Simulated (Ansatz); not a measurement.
## Run report: PbO, Wannier-function calculation

PbO (P6₃/mmc, 4 atoms in the cell), computed with maximally localised Wannier functions of PBE bands, plane waves, PAW, no spin polarisation (Ansatz 0.2.0).

The structure was built on a prototype by a generator. The geometry comes from this level: r2SCAN. It belongs to a series of runs on one base structure; here: anion s p. Figures and captions count atoms from 1; the log counts them from 0 in places.

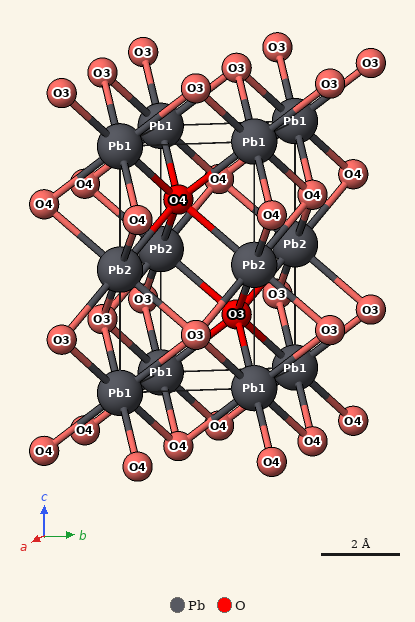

Figure 1. The structure (ball-and-stick view of the cell of the calculation, seen slightly off an axis; neighbours outside the cell are drawn fainter; atoms are numbered from 1 in the order of the input).

The input:
```yaml
crystal:
  lattice:
    - [3.5664584755, 0.0, 0.0]
    - [-1.7832292377, 3.0886436413, 0.0]
    - [0.0, 0.0, 6.4701096425]
  atoms:
    - { symbol: Pb, position: [0.0, 0.0, 0.0] }
    - { symbol: Pb, position: [0.0, 0.0, 0.5] }
    - { symbol: O, position: [0.3333333333, 0.6666666667, 0.25] }
    - { symbol: O, position: [0.6666666667, 0.3333333333, 0.75] }
kpoints:
  mp_grid: { grid: [6, 6, 4] }
  band_path:
    path:
      - [[0.0, 0.0, 0.0], [0.5, 3.425126006328e-17, 0.0], [0.3333333333333, 0.3333333333333, 0.0], [0.0, 0.0, 0.0], [0.0, 0.0, 0.5], [0.5, 3.425126006328e-17, 0.5], [0.3333333333333, 0.3333333333333, 0.5], [0.0, 0.0, 0.5]]
      - [[0.5, 3.425126006328e-17, 0.5], [0.5, 3.425126006328e-17, 0.0]]
      - [[0.3333333333333, 0.3333333333333, 0.5], [0.3333333333333, 0.3333333333333, 0.0]]
    npoints: 10
hamiltonian:
  xc: pbe
scf:
  occupations: { method: fermi_dirac, width: 0.02 }
  n_extra_bands: 6
output:
  forces: false
  stress: false
  eigenvalues: true
  wannier:
    kmesh: [6, 6, 2]
    projections: [{ species: O, l: s, shell: 2 }, { species: O, l: p, shell: 2 }]
    minimise: true
    write_hr: true
    conv_tol: 1.0e-08
    max_iter: 3000
```

File wannier.win:
```
! ansatz wannier90 interface
! projections by site (counted from 0) and shell: 2 2S, 3 2S, 2 2P, 3 2P
! states of the run's bands (counted from 1): 1-2, combinations of 13-21
! their least projectability: 0.5004
num_bands = 8
num_wann  = 8
num_iter  = 2000
conv_tol = 1e-8
conv_window = 5
guiding_centres = true
shell_list = 2 1
write_hr = true

begin unit_cell_cart
Ang
        3.566458475485381  -2.8867547497379045e-11                      0.0
      -1.7832292377176906       3.0886436413270943                      0.0
                      0.0                      0.0             6.4701096425
end unit_cell_cart

begin atoms_frac
Pb                       0.0                      0.0                      0.0
Pb                       0.0                      0.0                      0.5
O         0.3333333333333333       0.6666666666666666                     0.25
O         0.6666666666666666       0.3333333333333333                     0.75
end atoms_frac

mp_grid = 6 6 2
```

Launched with:
```bash
ansatz run input.yaml --threads 4 --pin off --max-ram 3686MiB --backend cpu --events-out ev --progress --plain --runs-dir out
```

The program's output:
```
scf.n_extra_bands = 6 over 20 filled bands (N_el = 40.0): the run solves 26 bands
Engine: ansatz 0.2.0, x86_64-unknown-linux-gnu
Pseudopotentials: kind: paw
Pseudopotential: Pb, paw, valence charge 14, recommended cutoff 420 eV (normal), Pb.paw.azcp
Pseudopotential: O, paw, valence charge 6, recommended cutoff 420 eV (normal), O.paw.azcp
Functional definition: PBE
  parameter kappa = 0.804
  parameter beta = 0.06672455060314922
  exchange = pbe_x(kappa = kappa, mu = beta*pi^2/3)
  correlation = pbe_c(beta = beta)
Crystal: 4 atoms, lattice volume = 71.272 Å³
Basis set: ecut = 420 eV, 1347 PW (Γ)
Bands: 26, of which v1, the nominal top of the filled ones, is band 20 counted from 1 (19 counted from 0)
Symmetry: 24 space group operations
Space group: P63/mmc (ITA 194), of the structure as read, at distance tolerance 4.1e-5 Å
k-points: 21 of 144
Non-local potential: Pb, projectors of the file, l = 0: 2, l = 1: 2, l = 2: 2, l = 3: 2
Non-local potential: O, projectors of the file, l = 0: 2, l = 1: 2, l = 2: 1
PAW form: soft (Blöchl's): semilocal exchange-correlation on the pseudo side does not see the compensation charge
PAW one-centre angular grid: Pb, 590 points (default); XC on 64 Gauss nodes
PAW one-centre angular grid: O, 110 points (default); XC on 64 Gauss nodes
Initial density: superposition of atomic densities (neutral atoms: chi_scale 0, normalization atom), corrected by the library's trained network
Initial wavefunctions: pseudopotential atomic-orbital guess
Functional: x = pbe(κ = 0.804, μ = 0.2195149727645171), c = pbe(β = 0.06672455060314922)
SCF iter   1: F=—  HF=-24946.016299 eV  |F-HF|=—  |Δ(HF+E_count)|=         —  Δρ=1.24e-3  dr2=4.66e-4  ethr=1.77e-3  ⟨swp⟩=7.5  Hψ=2620  notcnv=0
preconditioner: auto → Resta (q_TF=auto, 2.478 Å⁻¹)  ε∞=4.0  [insulator: Δε(μ)=0.157 eV  Ē_g=15.990 eV  σ=0.020 eV  W_gap=0.69  n_scr=22 (ndim 8)  ℏωp=27.8 eV  f_vac=0.007  D(μ)=0.50/eV (n_scr^D=2)  ε∞_Penn≈4.0]
SCF iter   2: F=—  HF=-24946.015688 eV  |F-HF|=—  |Δ(HF+E_count)|=   6.11e-4  Δρ=6.33e-4  dr2=1.29e-4  ethr=1.17e-6  ⟨swp⟩=2.6  Hψ=1255  notcnv=0  defer=17
SCF iter   3: F=—  HF=-24946.015965 eV  |F-HF|=—  |Δ(HF+E_count)|=   2.78e-4  Δρ=1.83e-4  dr2=1.78e-5  ethr=3.23e-7  ⟨swp⟩=2.0  Hψ=739  notcnv=0  defer=17
SCF iter   4: F=—  HF=-24946.016000 eV  |F-HF|=—  |Δ(HF+E_count)|=   3.52e-5  Δρ=5.12e-5  dr2=1.32e-6  ethr=4.44e-8  ⟨swp⟩=2.7  Hψ=914  notcnv=0  defer=17
iter 5 did not close the SCF: its close was put off for the readings that it lacked (scf_convergence_deferred on its scf_iter line)
SCF iter   5: F=-24946.016002 eV  HF=-24946.016002 eV  |F-HF|=2.17e-8  |Δ(HF+E_count)|=   2.06e-6  Δρ=7.06e-6  dr2=4.14e-8  ethr=3.30e-9  ⟨swp⟩=2.1  Hψ=908  notcnv=0  defer=17
SCF iter   6: F=-24946.016003 eV  HF=-24946.016003 eV  |F-HF|=1.09e-11  |Δ(HF+E_count)|=   3.44e-8  Δρ=2.37e-6  dr2=3.62e-9  ethr=1.03e-10  ⟨swp⟩=5.0  Hψ=1889  notcnv=0
SCF 1 converged in 6 iterations: F = -24946.016003 eV  dr2 = 3.62e-9
  greatest PAW one-centre occupation: 0.983 electrons in one spin orbital (limit 2), on the Pb atom at site 0 (counted from 0), in its partial waves of l = 2
NSCF: frozen V_eff on 93 k-points
NSCF: frozen V_eff on 18 k-points
the Wannier pass solved 18 of the 72 points of its mesh, and has the states at the others by symmetry: states obtained by the crystal's operations at points that were solved too leave a residual of 2.34e-13 eV (read by the count's bands and the next), within 8.33e-6 eV
NSCF: frozen V_eff on 18 k-points
the Wannier pass solved 18 of the 72 points of its mesh, and has the states at the others by symmetry: states obtained by the crystal's operations at points that were solved too leave a residual of 3.46e-13 eV (read by the count's bands and the next), within 8.33e-6 eV
SCF converged after 6 iterations
Free energy (F): -24946.016003 eV
Harris-Foulkes:  -24946.016003 eV  (|F-HF|=1.09e-11)
Internal energy: -24946.015380 eV  (E = F + TS)
E sigma→0 (E₀):  -24946.015691 eV
Entropy (-TS):   -0.000623 eV (-0.156 meV/atom)
Fermi energy:    10.373828 eV
--- Per-component energies (eV) ---
  E_band       = -45.125329
  E_kinetic    = 921.332729
  E_local      = -2489.944258  (includes V_loc(G=0)·N_el)
  E_nonlocal   = 796.539801
  E_hartree    = 956.035506
  E_xc         = -590.890802
  E_vxc        = -455.013634  (∫ρ·V_xc dr)
  E_paw        = -21120.642800  (= ΣΔE_a)
  E_vpaw       = -730.116997  (= ΣTr[D̂ρ^β])
  E_aug_tail   = 0.004796  (compensation charges beyond the density's cutoff)
  E_ewald      = -3418.450351
  E_smearing   = -0.000623  (= −TS)
  E_closure    = 0.000000  (closes the sum)
  Σ components = -24946.016003   (vs F -24946.016003, Δ=0.00e0)
--- Band table (eV; the first three rows and the last of 21) ---
  k-point 0: bands = ["-7.3568", "-6.7572", "-6.4721", "-6.2402", "-6.2402", "-6.2029", "-6.2029", "-6.1514", "-6.1514", "-6.0677", "-5.9725", "-5.9725", "1.2652", "2.5045", "7.5295", "8.1361", "8.1361", "8.5329", "8.5329", "10.2505", "10.8709", "16.6974", "16.6974", "18.2445", "18.2445", "18.2851"]
  k-point 1: bands = ["-7.2740", "-6.8514", "-6.4149", "-6.2346", "-6.2346", "-6.2083", "-6.2083", "-6.1279", "-6.1259", "-6.1259", "-5.9994", "-5.9994", "1.4176", "2.2850", "7.8240", "8.1962", "8.1962", "8.4764", "8.4764", "9.4269", "12.0495", "16.3412", "16.8560", "16.8560", "17.9120", "17.9120"]
  k-point 2: bands = ["-7.0682", "-7.0682", "-6.2732", "-6.2732", "-6.2213", "-6.2213", "-6.2213", "-6.2213", "-6.0633", "-6.0633", "-6.0633", "-6.0633", "1.8197", "1.8197", "8.3382", "8.3382", "8.3382", "8.3382", "8.5345", "8.5345", "13.9740", "13.9740", "17.3072", "17.3072", "17.3072", "17.3072"]
  k-point 20: bands = ["-7.2364", "-7.2364", "-6.1672", "-6.1672", "-6.1386", "-6.1386", "-6.1295", "-6.1295", "-6.1258", "-6.1258", "-5.3070", "-5.3070", "2.7515", "2.7515", "5.8781", "5.8781", "8.0862", "8.0862", "9.1650", "9.1650", "11.6528", "11.6528", "14.5630", "14.5630", "15.6228", "15.6228"]
Wannier search: line search 1 of at most 3000: gauge-dependent spread (as the search counts it) 1.2185854 Å², largest recent change 5.1e-2 Å² and fall left 2.5e-3 Å² against conv_tol 1.0e-8 Å², 0 stops escaped
```

File wannier.spreads.toml:
```
omega_i_ang2 = 15.640936122193068
omega_d_ang2 = 0.05601492706790111
omega_od_ang2 = 0.6696878343523195
omega_total_ang2 = 16.366638883613287
least_projectability = 0.5003913192389827
b_vectors_match_mmn = true
n_iter = 33
converged = true
rejected_fitted_steps = 2

[[wannier]]
r = [-0.25997831645565356, 2.209194372971059, 1.6816312755971463]
spread = 1.9719020849650448

[[wannier]]
r = [1.783229180625396, 1.3297451188883647, 4.788478428397875]
spread = 1.9719022332412948

[[wannier]]
r = [0.2599779680938008, 2.2091944122888245, 1.6816319262989206]
spread = 1.971902496669352

[[wannier]]
r = [2.043207469411553, 0.8794495959189185, 4.788477509867973]
spread = 1.971902936953331

[[wannier]]
r = [1.5232510901321261, 0.8794494189695359, 4.788477378587032]
spread = 1.9719032025612755

[[wannier]]
r = [0.000000035587822850261496, 1.7588995709900095, 1.6816336026352423]
spread = 1.971903718534322

[[wannier]]
r = [1.7832292143133657, 1.0295473929368801, 5.05120466127279]
spread = 2.2676110659277704

[[wannier]]
r = [0.0000003096011264175249, 2.059094694356547, 1.4189037619716454]
spread = 2.2676111447605365

[[curvature_check]]
after_line_search = 10
omega_tilde_before_ang2 = 0.9783528074832073
krylov_steps = 40
lowest_ritz_value_ang2 = -0.47558953525619335
residual_ang2 = 2.112611679985427e-18
settled = true
first_negative_step = 3
curvature_along_ang2 = -0.2805137126166327
angle_rad = 0.8321808630788669
omega_tilde_after_ang2 = 0.8788709777050973
outcome = "escaped"

[[curvature_check]]
after_line_search = 33
omega_tilde_before_ang2 = 0.7257027614202206
krylov_steps = 37
lowest_ritz_value_ang2 = 0.08635631823426221
residual_ang2 = 1.0854341124335742e-9
settled = true
outcome = "no-negative-curvature"
```

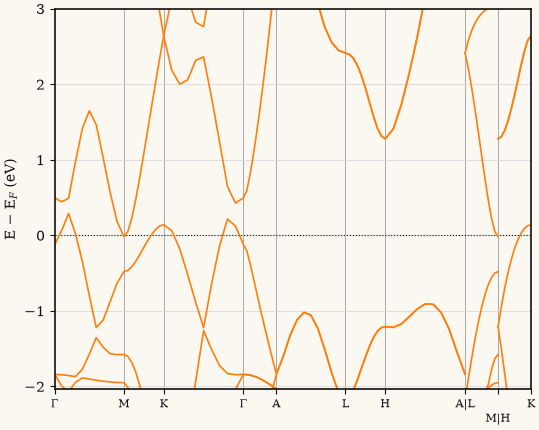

Figure 2. Band structure along Γ–M–K–Γ–A–L–H–A|L–M|H–K, with energies from the Fermi level. Bands cross the Fermi level: a metal at this level of theory.

Summary:

| quantity | value |
| --- | --- |
| outcome | converged |
| space group (tolerance 0.01 Å) | P6₃/mmc (194) |
| electrons treated | 40 |
| free energy | −24946.0160 eV |
| total spread of the Wannier functions | 16.367 Å² |
| Fermi energy | 10.374 eV |
| band gap | none (metallic) |
| hardware | 4 threads of AMD EPYC (Zen 3), 189 GiB of memory available, shared host |
| wall time | 5.5 s (CPU time 18 s) |
| peak memory | 0.38 GiB |

Spin–orbit coupling is left out, which matters for Pb.
